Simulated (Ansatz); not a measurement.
# Ni: which magnetic state does the SCF reach?, part 2 of 2

Is Ni magnetic at this level, in which order, and do all starts find it? Single-point runs from several starts follow. We look at Ni: the measured crystal structure (space group Fm-3m, primitive cell doubled), with 2 atoms per cell. Source: COD entry 9013030, which need not be the ambient phase.

Ansatz 0.2.0; DFT PBE, PAW, plane waves, scalar-relativistic.

### Step 7. Moments ++ scaled by 0.4, plain SCF

The COD cell was measured well above room temperature, so it is larger than a cold one.

The input, input.yaml:

```yaml
crystal:
  lattice:
    - [0.0, 1.7905, 1.7905]
    - [3.581, 0.0, 3.581]
    - [1.7905, 1.7905, 0.0]
  atoms:
    - { symbol: Ni, position: [0.0, 0.0, 0.0], spin: 0.8 }
    - { symbol: Ni, position: [0.0, 0.5, 0.0], spin: 0.8 }
magnetization:
  spin_polarized: true
hamiltonian:
  xc: pbe
  pseudopotentials: { kind: paw }
basis:
  ecutwfc: 420
kpoints:
  mp_grid: { grid: [13, 7, 13] }
scf:
  occupations: { method: fermi_dirac, width: 0.1 }
  lower_state_search: "off"
output:
  forces: true
  stress: true
```

Log (excerpt; [...] marks lines left out):

```text
[... 18 lines as in an earlier run ...]
Starting moments: Σ|m| = 1.6 μB on 2 of 2 sites
[... 2 lines as in an earlier run ...]
[...]
SCF iter   1: F=—  HF=-11679.439526 eV  |F-HF|=—  |Δ(HF+E_count)|=         —  Δρ=2.70e-2 (↑2.06e-2 ↓2.70e-2)  dr2=2.15e-1  dr2_m=1.68e-2  M=1.265 μB ∫|m|=1.334 μB  β_m=0.30  ethr=5.99e-4  ⟨swp⟩=1.0  Hψ=73295  notcnv=0
[...]
spin-set hold released at iteration 8 (site moments contracting): the magnetisation degrees of freedom join the quasi-Newton model from the next iteration; the mixer history was flushed
[...]
SCF iter  14: F=-11679.463830 eV  HF=-11679.463830 eV  |F-HF|=2.62e-9  |Δ(HF+E_count)|=   3.91e-8  Δρ=7.52e-6 (↑2.74e-6 ↓7.52e-6)  dr2=1.50e-9  dr2_m=5.03e-9  M=1.266 μB ∫|m|=1.454 μB  ethr=2.78e-10  ⟨swp⟩=4.0  Hψ=48974  notcnv=0
[...]
SCF converged after 14 iterations
Magnetization: 1.2656 μB (18.6328 up, 17.3672 down)
Absolute magnetization: 1.4554 μB (∫|ρ↑−ρ↓|, with the PAW one-centre terms)
Spin contamination: 0.0152 ħ² per cell (⟨S²⟩ above its minimum at these occupations)
Per-site moments (μB) at R_I (Å): [(0.6726434746665051, 1.0445116206644736), (0.6726434746665051, 1.0445116206644736)]
Free energy (F): -11679.463830 eV
[...]
E sigma→0 (E₀):  -11679.407900 eV
Entropy (-TS):   -0.111860 eV (-55.930 meV/atom)
Fermi energy:    16.984530 eV
[... 24 lines left out: energy terms, forces, stress ...]
```

Run time: 11 s. Hardware: 2 threads of an Arm CPU, shared host; peak memory 0.48 GiB.

Nothing new: the 14 iterations lead to the state found in step 2 (ferromagnetic).

### Step 8. A moment on one site alone, plain SCF

Changes to input.yaml since step 7:

```diff
@@ -6,4 +6,4 @@
   atoms:
-    - { symbol: Ni, position: [0.0, 0.0, 0.0], spin: 0.8 }
-    - { symbol: Ni, position: [0.0, 0.5, 0.0], spin: 0.8 }
+    - { symbol: Ni, position: [0.0, 0.0, 0.0] }
+    - { symbol: Ni, position: [0.0, 0.5, 0.0], spin: 2.0 }
 magnetization:
```

Log (excerpt; [...] marks lines left out):

```text
[... 18 lines as in an earlier run ...]
Starting moments: Σ|m| = 2 μB on 1 of 2 sites
[... 2 lines as in an earlier run ...]
SCF iter   1: F=—  HF=-11679.284975 eV  |F-HF|=—  |Δ(HF+E_count)|=         —  Δρ=1.05e-1 (↑1.05e-1 ↓4.43e-2)  dr2=3.22e0  dr2_m=6.08e-1  M=1.389 μB ∫|m|=1.504 μB  β_m=0.30  ethr=3.10e-3  ⟨swp⟩=4.5  Hψ=53321  notcnv=0
[...]
spin-set hold released at iteration 5 (the charge has settled, or the pull on large starting moments outlasts its swing): the magnetisation degrees of freedom join the quasi-Newton model from the next iteration; the mixer history was flushed
[...]
SCF iter  21: F=-11679.463830 eV  HF=-11679.463830 eV  |F-HF|=1.31e-8  |Δ(HF+E_count)|=   6.76e-9  Δρ=6.52e-6 (↑3.80e-6 ↓6.52e-6)  dr2=1.29e-8  dr2_m=7.40e-10  M=1.266 μB ∫|m|=1.454 μB  ethr=2.14e-10  ⟨swp⟩=2.5  Hψ=49362  notcnv=0
[...]
SCF converged after 21 iterations
Magnetization: 1.2656 μB (18.6328 up, 17.3672 down)
Absolute magnetization: 1.4555 μB (∫|ρ↑−ρ↓|, with the PAW one-centre terms)
Spin contamination: 0.0152 ħ² per cell (⟨S²⟩ above its minimum at these occupations)
Per-site moments (μB) at R_I (Å): [(0.6726412577027978, 1.0445116206644736), (0.6726664972453781, 1.0445116206644736)]
Free energy (F): -11679.463830 eV
[...]
E sigma→0 (E₀):  -11679.407898 eV
Entropy (-TS):   -0.111864 eV (-55.932 meV/atom)
Fermi energy:    16.984515 eV
[... 24 lines left out: energy terms, forces, stress ...]
```

Run time: 15 s. Hardware: 2 threads of an Arm CPU, shared host; peak memory 0.5 GiB.

Nothing new: the 21 iterations lead to the state found in step 2 (ferromagnetic).

### Step 9. Parallel moments, Broyden mixing, no switch to direct minimisation

Changes to input.yaml since step 8:

```diff
@@ -6,3 +6,3 @@
   atoms:
-    - { symbol: Ni, position: [0.0, 0.0, 0.0] }
+    - { symbol: Ni, position: [0.0, 0.0, 0.0], spin: 2.0 }
     - { symbol: Ni, position: [0.0, 0.5, 0.0], spin: 2.0 }
@@ -20,2 +20,4 @@
   lower_state_search: "off"
+  algorithm: density_mixing
+  mixing: { algorithm: broyden, beta: 0.3 }
 output:
```

Log (excerpt; [...] marks lines left out):

```text
[... 18 lines as in an earlier run ...]
Starting moments: Σ|m| = 4 μB on 2 of 2 sites
[... 3 lines as in an earlier run ...]
SCF iter   1: F=—  HF=-11678.926669 eV  |F-HF|=—  |Δ(HF+E_count)|=         —  Δρ=1.29e-1 (↑1.08e-1 ↓1.29e-1)  dr2=6.23e-2  dr2_m=2.94e0  M=1.871 μB ∫|m|=2.094 μB  β_m=0.56  ethr=1.73e-4  ⟨swp⟩=1.0  Hψ=76215  notcnv=0
[...]
[... 1 line as in an earlier run ...]
[...]
SCF iter  14: F=-11679.463830 eV  HF=-11679.463830 eV  |F-HF|=1.61e-8  |Δ(HF+E_count)|=   2.92e-7  Δρ=2.89e-6 (↑2.47e-6 ↓2.89e-6)  dr2=4.88e-10  dr2_m=8.38e-10  M=1.266 μB ∫|m|=1.454 μB  ethr=1.23e-11  ⟨swp⟩=3.9  Hψ=45810  notcnv=0
[...]
this state was not tested for a lower state beside it, because the mixer in use, unlike msr1, does not test its closes by its own steps (another_mixer; see scf.mixing.algorithm and scf.lower_state_search)
SCF converged after 14 iterations
Magnetization: 1.2655 μB (18.6328 up, 17.3672 down)
Absolute magnetization: 1.4554 μB (∫|ρ↑−ρ↓|, with the PAW one-centre terms)
Spin contamination: 0.0152 ħ² per cell (⟨S²⟩ above its minimum at these occupations)
Per-site moments (μB) at R_I (Å): [(0.6726088026276816, 1.0445116206644736), (0.6726088026276816, 1.0445116206644736)]
Free energy (F): -11679.463830 eV
[...]
E sigma→0 (E₀):  -11679.407898 eV
Entropy (-TS):   -0.111865 eV (-55.932 meV/atom)
Fermi energy:    16.984480 eV
[... 24 lines left out: energy terms, forces, stress ...]
```

Wall time 13 s (2 threads of an Arm CPU, shared host); peak memory 0.5 GiB.

Nothing new: the 14 iterations lead to the state found in step 2 (ferromagnetic).

### Step 10. Parallel moments, spin not held back in the first iterations, no switch to direct minimisation

Changes to input.yaml since step 9:

```diff
@@ -21,3 +21,3 @@
   algorithm: density_mixing
-  mixing: { algorithm: broyden, beta: 0.3 }
+  mixing: { spin_hold: "off" }
 output:
```

Log (excerpt; [...] marks lines left out):

```text
[... 18 lines as in an earlier run ...]
Starting moments: Σ|m| = 4 μB on 2 of 2 sites
[... 2 lines as in an earlier run ...]
[...]
SCF iter   1: F=—  HF=-11678.858277 eV  |F-HF|=—  |Δ(HF+E_count)|=         —  Δρ=1.26e-1 (↑1.03e-1 ↓1.26e-1)  dr2=7.08e-2  dr2_m=2.75e0  M=1.867 μB ∫|m|=2.021 μB  β_m=0.30  ethr=1.97e-4  ⟨swp⟩=1.0  Hψ=76214  notcnv=0
[...]
SCF iter  10: F=-11679.463830 eV  HF=-11679.463830 eV  |F-HF|=4.73e-11  |Δ(HF+E_count)|=   6.98e-9  Δρ=5.99e-6 (↑1.89e-6 ↓5.99e-6)  dr2=2.10e-9  dr2_m=2.01e-9  M=1.266 μB ∫|m|=1.454 μB  ethr=1.17e-10  ⟨swp⟩=2.4  Hψ=48266  notcnv=0
[...]
SCF converged after 10 iterations
Magnetization: 1.2656 μB (18.6328 up, 17.3672 down)
Absolute magnetization: 1.4554 μB (∫|ρ↑−ρ↓|, with the PAW one-centre terms)
Spin contamination: 0.0152 ħ² per cell (⟨S²⟩ above its minimum at these occupations)
Per-site moments (μB) at R_I (Å): [(0.6726451581533245, 1.0445116206644736), (0.6726451581533245, 1.0445116206644736)]
Free energy (F): -11679.463830 eV
[...]
E sigma→0 (E₀):  -11679.407899 eV
Entropy (-TS):   -0.111862 eV (-55.931 meV/atom)
Fermi energy:    16.984529 eV
[... 24 lines left out: energy terms, forces, stress ...]
```

Run time: 10 s. Hardware: 2 threads of an Arm CPU, shared host; peak memory 0.5 GiB.

The run ends in the same state as step 2 (ferromagnetic); it took 10 iterations.

### Step 11. The runs side by side

| step | iterations | state | moments of Ni1 Ni2 (μB) | total (μB) | gap (eV) | pressure (GPa) | above lowest (meV/atom) |
| --- | --- | --- | --- | --- | --- | --- | --- |
| 2 | 10 | 1 | 0.67 0.67 | 1.27 | none | -9.0 | 0.0 |
| 3 | 25 | 2 | 0.00 0.00 | 0.00 | none | -9.7 | 40.4 |
| 4 | 6 | 2 | 0.00 0.00 | 0.00 | none | -9.7 | 40.4 |
| 5 | 11 | 1 | 0.67 0.67 | 1.27 | none | -9.0 | 0.0 |
| 6 | 14 | 1 | 0.67 0.67 | 1.27 | none | -9.0 | 0.0 |
| 7 | 14 | 1 | 0.67 0.67 | 1.27 | none | -9.0 | 0.0 |
| 8 | 21 | 1 | 0.67 0.67 | 1.27 | none | -9.0 | 0.0 |
| 9 | 14 | 1 | 0.67 0.67 | 1.27 | none | -9.0 | 0.0 |
| 10 | 10 | 1 | 0.67 0.67 | 1.27 | none | -9.0 | 0.0 |

States are numbered from the lowest. Starts by step: 2 parallel moments, plain SCF; 3 opposed moments +-, plain SCF; 4 no spin polarisation; 5 spin on, no moments given (the program may seed its own), plain SCF; 6 parallel moments scaled by 0.2, plain SCF; 7 moments ++ scaled by 0.4, plain SCF; 8 a moment on one site alone, plain SCF; 9 parallel moments, Broyden mixing, no switch to direct minimisation; 10 parallel moments, spin not held back in the first iterations, no switch to direct minimisation.

The 9 runs of this session took 96 s in all, from 3 s to 15 s each.

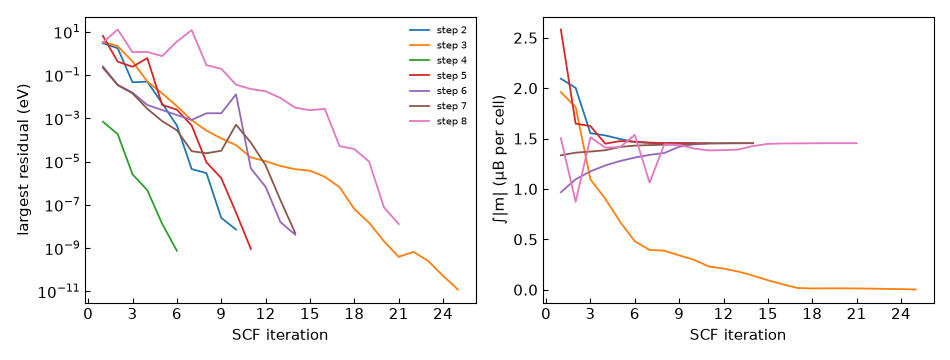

Residual and absolute moment along the iterations (7 of the 9 runs).

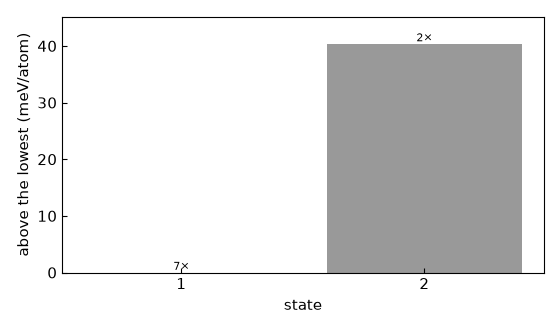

Energy of each distinct state, with the number of starts that reached it (red ferromagnetic, blue opposed moments, grey non-magnetic, green other).

### Step 12. Outcome

What follows sums up all 2 parts.

```
                      quantity                               value
               distinct states             2 from 9 converged runs
lowest state from plain starts                       ferromagnetic
                   its moments               Ni1 0.67, Ni2 0.67 μB
                  total moment                    1.27 μB per cell
             gap on the k-mesh                                none
                      pressure                            -9.0 GPa
                 largest force                          0.000 eV/Å
                    next state  non-magnetic, 40.4 meV/atom higher
```

What this shows: 9 runs converged, to 2 different states. Switching spin polarisation off costs 40.4 meV/atom in free energy, smearing entropy included. A lower state than any found can't be excluded. The mesh has less symmetry than the lattice, which lowers the symmetry of the run.
